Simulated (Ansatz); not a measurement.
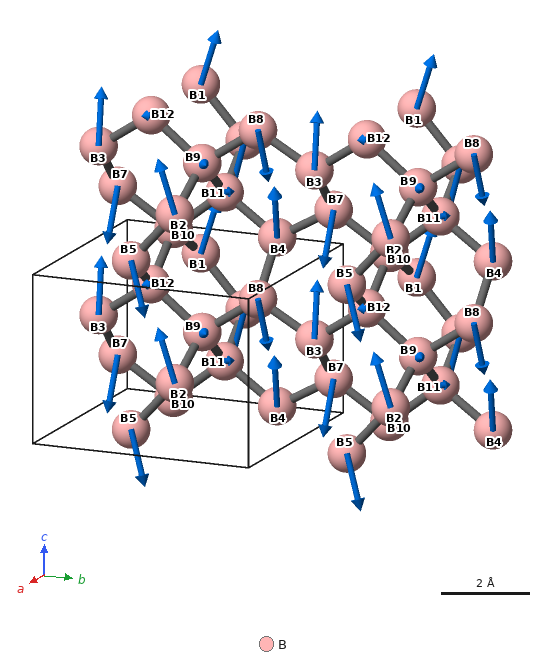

This is a relaxation of solid B (a generated structure, set up in P4_322) (coarse preliminary run). The starting structure is drawn; blue arrows show the displacements (the part carried along by the change of the cell is left out), magnified 5 times.

Style: ball-and-stick. Shown: the cell of the calculation, repeated 1 × 2 × 2 with one cell outlined, slightly off an axis.

Method: DFT PBE, scalar-relativistic, plane waves, PAW (Ansatz). (plane-wave cutoff 420 eV; k-point mesh 4 × 4 × 4; occupations gaussian; smearing width 0.1 eV; no spin polarisation; cell and atoms relaxed; force threshold 0.04 eV/Å; at most 70 steps)

### What did the optimiser do to the structure, and how much energy did it gain?

Over 10 accepted moves (14 points after the start) the energy falls by 402 meV per atom. Largest force component: 0.97 eV/Å at the start, 0.019 eV/Å at the end. Pressure: 28.73 GPa at the start and 0.11 GPa at the end. The line search rejected the trial steps at points 7, 10 of the run. At 2 points the geometry stayed and the basis and grid were re-selected for the new cell (energy shift of 12.8 meV per atom at most each time). The largest moves relative to the cell, 0.27 Å, are those of B atoms. The drawn cell changes as follows: a = b 5.356 → 6.228 Å (+16.3 %), c 3.971 → 3.451 Å (−13.1 %); the volume changes by +17.5 %. Near-neighbour distances that change, for instance: B–B 2.979 → 2.192 Å, B–B 1.617 → 1.915 Å, B–B 1.609 → 1.767 Å, B–B 1.615 → 1.644 Å. Among the angles between lasting bonds that change: B–B–B 117.1° → 154.6°, B–B–B 108.3° → 131.9°, B–B–B 111.3° → 94.8°. The space group stays P4_322 (No. 95).

Limits of the set-up: the k-point mesh is coarse for a cell with partly filled bands.
